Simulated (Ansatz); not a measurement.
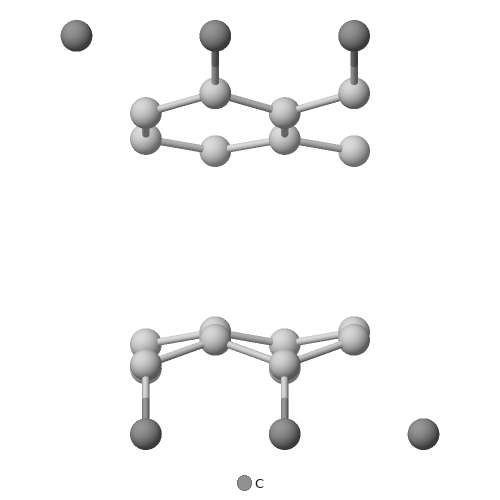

The system is Si on a C(101) slab cut from the P6_3/mmc phase, its upper half relaxed before the scan (20 atoms of substrate and one adsorbate in a 2 × 1 cell); the picture shows it without the atoms that are moved over the map. Si is moved over the surface cell at a fixed height above a rigid substrate; the origin of the map has the adsorbate above C19; the height is held at 3.10 Å. Places are given modulo a cell vector. The map is drawn in real space over the plane of the surface. Grid: 4 × 4 points. Places are given in fractions of the 1 × 1 surface cell. Energies: eV, counted from the lowest grid point. The runs have no spin polarisation, so an open-shell adsorbate far from the surface lies too high. At a fixed height the lowest place need not be the adsorption site. The calculation used Ansatz, DFT PBE+D3(BJ), scalar-relativistic, plane waves, PAW. Settings: cutoff 420 eV, k-mesh 6×4×1, gaussian smearing 0.1 eV, no spin polarisation.

Range: position of Si21 along the first surface vector from 0.00 to 0.75; position of Si21 along the second surface vector from 0.00 to 0.75.

Q: What landscape does the calculation give?

A: The lowest grid point is at the top site over a surface C atom, (0/4, 0/4) of the cell vectors. The highest grid point, (3/4, 2/4) of the cell vectors, lies 0.68 eV above the lowest.

```
second ↓, first →   0/4   1/4   2/4   3/4
              3/4  0.44  0.45  0.45  0.44
              2/4  0.68  0.68  0.68  0.68
              1/4  0.47  0.47  0.48  0.48
              0/4  0.00  0.02  0.04  0.02
```

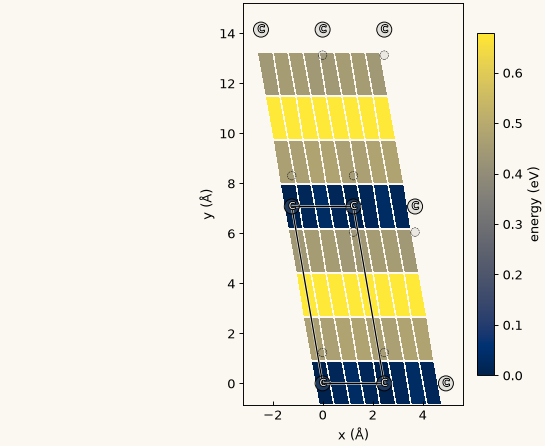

In the figure: one coloured cell a grid point, labelled circles for the atoms of the top layer and small ones for the second layer, the outline of one cell of the 2 × 2 shown.

The whole map (16 points run) took 14 min on 4 threads of Intel(R) Xeon(R) Platinum 8488C (Sapphire Rapids) (shared host).

PAW datasets: the set soft_1.
